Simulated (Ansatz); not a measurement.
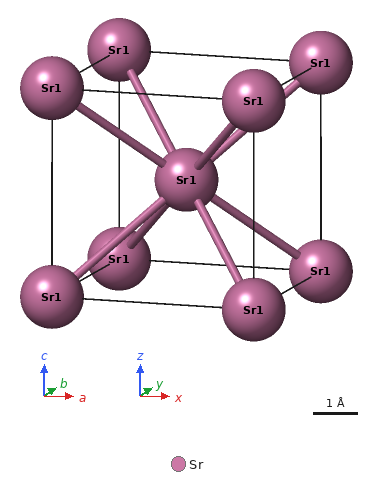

Crystalline Sr (Im-3m): the ratio of the cell's length along [111] to its lengths across, counted as 1 for the reference, is changed at fixed volume (a trigonal path), with the atoms kept at their fractional coordinates. x, y and z are the Cartesian axes of the input. The picture shows the reference cell. The picture is a ball-and-stick view of the conventional cell (2 times the calculation's cell), seen slightly off an axis. Lengths and directions refer to the drawn axes.

Method: Ansatz, DFT r2SCAN, scalar-relativistic, plane waves, PAW. Settings: plane-wave cutoff 500 eV; k-point mesh 16 × 16 × 16; occupations gaussian; smearing width 0.15 eV; no spin polarisation. Energies (free energies at the smearing named) are counted from the cell as listed in its source, which wasn't relaxed.

```xyz
1
Lattice="-2.4250 2.4250 2.4250 2.4250 -2.4250 2.4250 2.4250 2.4250 -2.4250" Properties=species:S:1:pos:R:3 pbc="T T T"
Sr    0.0000    0.0000    0.0000
```

### What energies does the calculation give (the relative ratio: 0.50, 0.60, 0.71, 0.85, 0.93, 1.00, 1.08, 1.20, 1.41, 1.70, 2.00)?

| axial ratio over its reference value | ΔE (meV/atom) |
| --- | --- |
| 0.50 | 2251 |
| 0.60 | 1180 |
| 0.71 | 475 |
| 0.85 | 87 |
| 0.93 | 14 |
| 1.00 | 0 |
| 1.08 | 13 |
| 1.20 | 70 |
| 1.41 | 200 |
| 1.70 | 328 |
| 2.00 | 367 |

Of the computed points the lowest is at the relative ratio 1.00, 0 meV/atom. The end points stand at 2251 meV/atom (0.50) and 367 meV/atom (2.00). The distortion takes the space group from Im-3m to R-3m, except for Pm-3m at 2.00. At the relative ratio 2.00 the cell of the drawing goes a 4.850 → 5.444 Å, b 4.850 → 5.444 Å, c 4.850 → 5.444 Å, α 90.0° → 60.0°, β 90.0° → 60.0°, γ 90.0° → 60.0°.

As a plot:

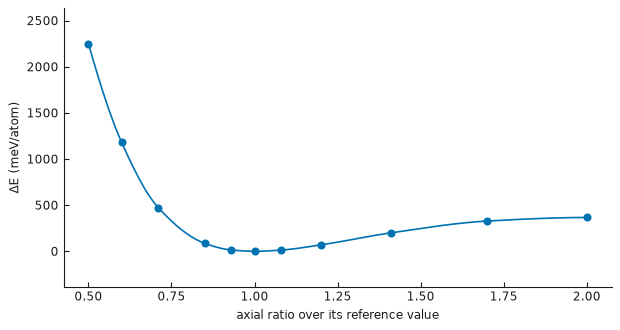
